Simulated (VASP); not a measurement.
```yaml
crystal:
  lattice:
    - [3.59811, 0.00000, 0.00000]
    - [0.00000, 3.59811, 0.00000]
    - [0.00000, 0.00000, 3.59811]
  atoms:
    - { symbol: Sn, position: [0.00000, 0.00000, 0.00000] }
    - { symbol: Se, position: [0.50000, 0.50000, 0.50000] }
```

Space group Pm-3m; a generated structure, not necessarily the stable one.

These are results of VASP, Kohn-Sham DFT of a periodic cell, LDA, VASP PAW LDA potentials, recommended, not measurements.

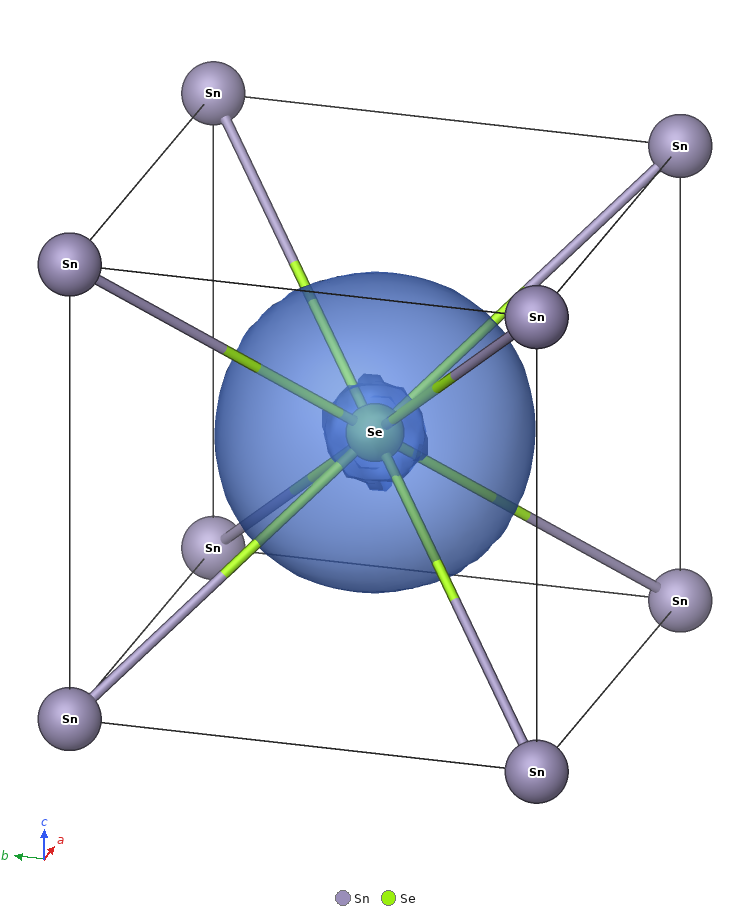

SnSe. Isosurface of the ELF at 0.7 (blue), seen at an oblique angle. Core shells and regions of very low density are left out. Sticks mark near contacts.

Core electrons are frozen (PAW), and the valence fields are smoothed inside the atomic spheres.

**Identify the bonds, lone pairs and shells in this picture.**

At this value the surface marks out one region wrapped around Se (its valence shell), counted in one cell of 2 atoms. Any copies at cell faces, edges or corners count once. Along the contacts the grid gives the following. Sn–Se (3.12 Å): the ELF is about 0.35 at the midpoint.
